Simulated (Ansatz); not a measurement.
# Os(001) (P6_3/mmc bulk, 5 atomic planes (those closer than 0.6 Å count as one), 9 Å): simulated STM

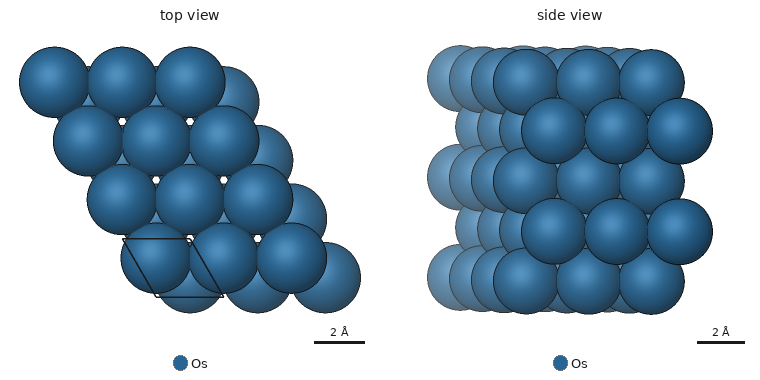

The relaxed structure from above and from the side.

Theory: Ansatz, DFT PBEsol, scalar-relativistic, plane waves, PAW. Cutoff 420 eV, 24 × 24 k-points, Gaussian smearing 0.1 eV, dipole correction. The slab is a cut without reconstruction beyond its cell, at the source's lattice constants, with its lower half held fixed and the rest relaxed. No spin polarisation. Spin–orbit coupling is left out; with Os it can shift levels and gaps. The run warns that the functional's potential is rough in the thin density of the vacuum, where the tip is; weak contrasts and barriers may feel it. On this mesh the free atoms still feel up to 0.10 eV/Å.

Tersoff–Hamann simulation (s-wave tip); biases are sample biases. Bias windows are sharp sums over the levels of the k mesh.

```cif
data_structure
_symmetry_space_group_name_H-M 'P 1'
_symmetry_Int_Tables_number 1
_cell_length_a 2.7341
_cell_length_b 2.7341
_cell_length_c 28.6394
_cell_angle_alpha 90.000
_cell_angle_beta 90.000
_cell_angle_gamma 120.000
_cell_volume 185.41
loop_
_atom_site_label
_atom_site_type_symbol
_atom_site_fract_x
_atom_site_fract_y
_atom_site_fract_z
_atom_site_occupancy
Os1 Os 0.33333 0.66667 0.34917 1
Os2 Os 0.66667 0.33333 0.42458 1
Os3 Os 0.33333 0.66667 0.49990 1
Os4 Os 0.66667 0.33333 0.57586 1
Os5 Os 0.33333 0.66667 0.64813 1
```

The last single point, restarted from the relaxation's density, took 120 s on 1 thread of Arm Neoverse V1, on a shared host, peak memory 0.62 GiB.

Part 1: One image

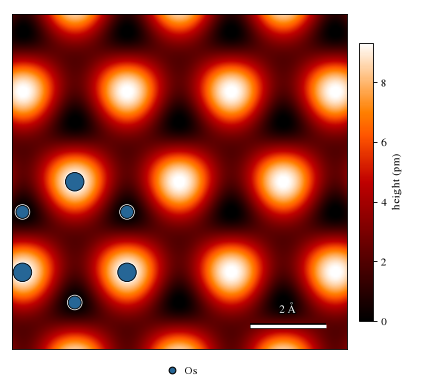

Constant-current image at a set point of 3.8 × 10⁻⁴ e/Å³ of this surface, sample bias +0.50 V. The atoms seen from above are drawn over one corner (deeper ones smaller).

**What lies under the maxima and minima of this image?**

The brightest spots lie over the top Os atoms; the darkest points are over the sites above the Os atoms 2.1 Å below the top plane. The corrugation is 9 pm at a mean tip height of 3.0 Å. So weak a contrast (9 pm) depends on the k-mesh and on the tip.

Part 2: Approach curves

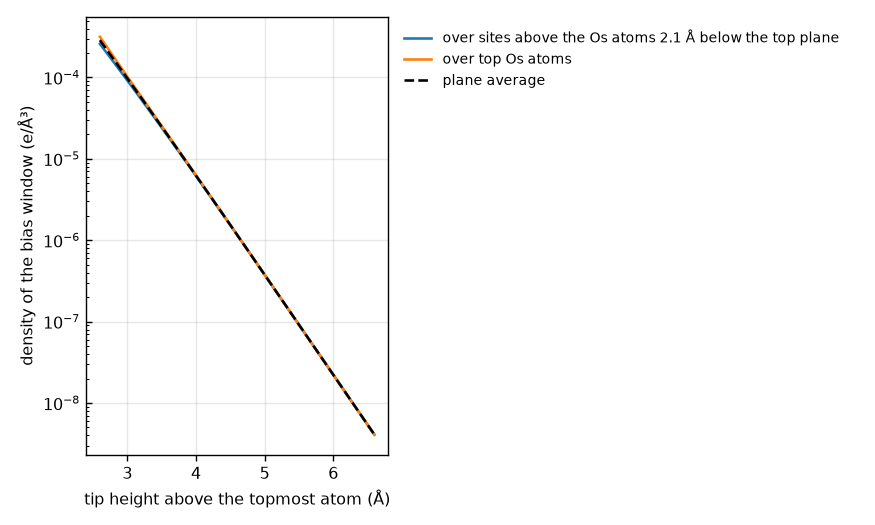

Approach curves over this surface at a sample bias of −0.25 V.

**Estimate the decay constant and the apparent barrier, and compare with the vacuum level, which the run puts 5.36 eV above zero bias.**

Near 4 Å the plane average falls as exp(−2.78 z/Å), a factor of 16 per ångström, which gives an apparent barrier of 7.4 eV (0.952 eV Å² times the slope squared). The apparent barrier is above 5.36 eV. The value exceeds even the 5.61 eV between the vacuum level and the deepest states of the window, so their depth alone doesn't explain it. States away from the zone centre decay faster, since their momentum along the surface adds to the barrier, and that may account for the rest.

Part 3: States by depth

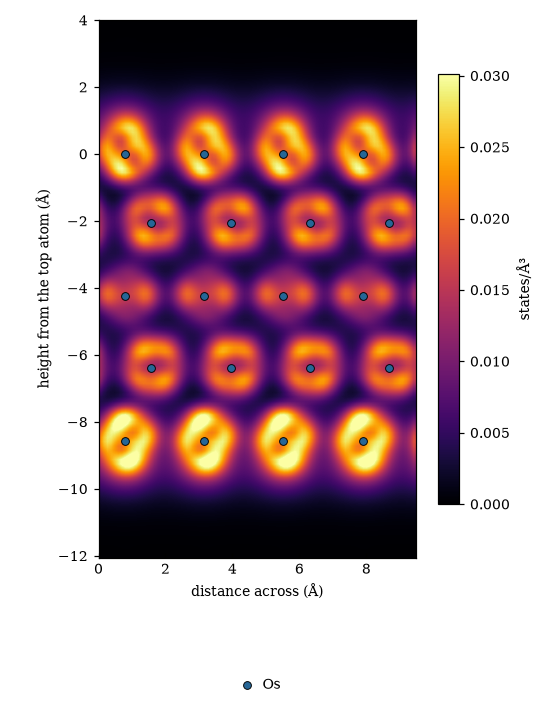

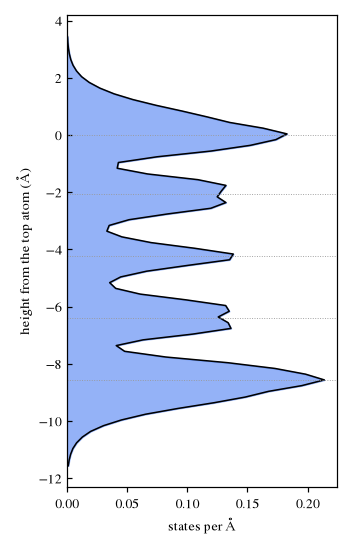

Density of all states between 0.00 and +0.25 eV (zero: the Fermi level) of this surface: side view, averaged along the second cell vector, and the full density summed over planes, the part near the nuclei included (dotted lines mark the atomic planes).

The first picture shows the smooth PAW orbitals' density alone, which lacks about 17 % of these states' charge, near the nuclei; the shares below count all of it.

**Where in the slab do these states sit?**

The window holds 1.2 states per cell. Shares by plane (space cut midway between planes), top to bottom: Os 24 %, Os 16 %, Os 13 %, Os 17 %, Os 29 %; the outer planes' shares include the vacuum, and density in a gap between layers is shared out between the planes on either side.
